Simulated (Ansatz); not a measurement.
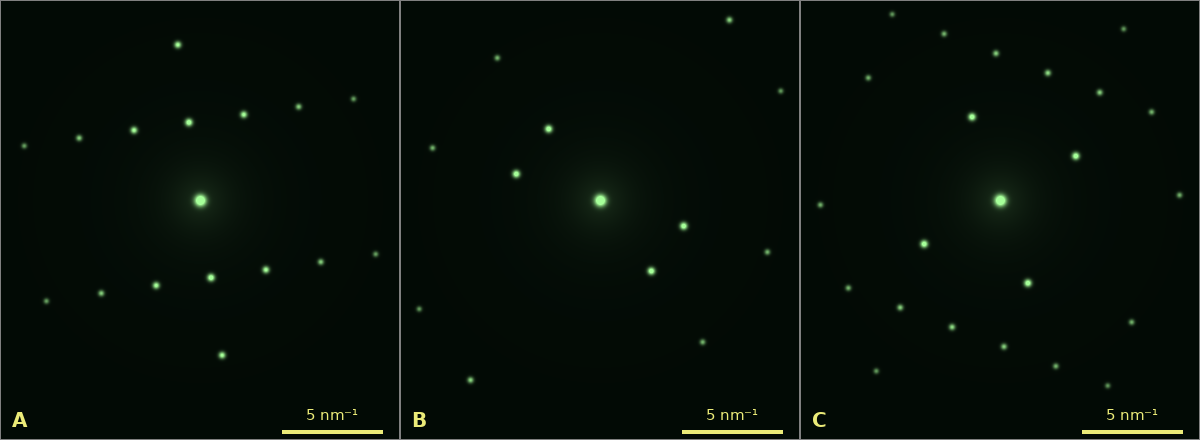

Computed electron diffraction patterns, 300 kV, single scattering only, B = 0.5 Å².

All three come from Al, space group Pm-3n (No. 223), a = 5.102 Å. Structure: coordinates from a relaxation with DFT, PBEsol, plane waves (420 eV) with PAW, scalar-relativistic in Ansatz 0.2.0; the starting structure was generated, so it need not be a known form of this composition.

Question: Assign the zone axes [110], [211], [221] to A, B and C.

Answer: A is [110]: rectangular net of 1 -1 0 (itself too weak to see) at d = 3.61 Å and 0 0 2 at d = 2.55 Å, at 90.0°. B is [221]: centred rectangular net of 1 -1 0 (itself too weak to see) at d = 3.61 Å and 1 0 -2 at d = 2.28 Å, at 71.6°. C is [211]: rectangular net of 0 1 -1 (itself too weak to see) at d = 3.61 Å and -1 1 1 (itself extinct) at d = 2.95 Å, at 90.0°.
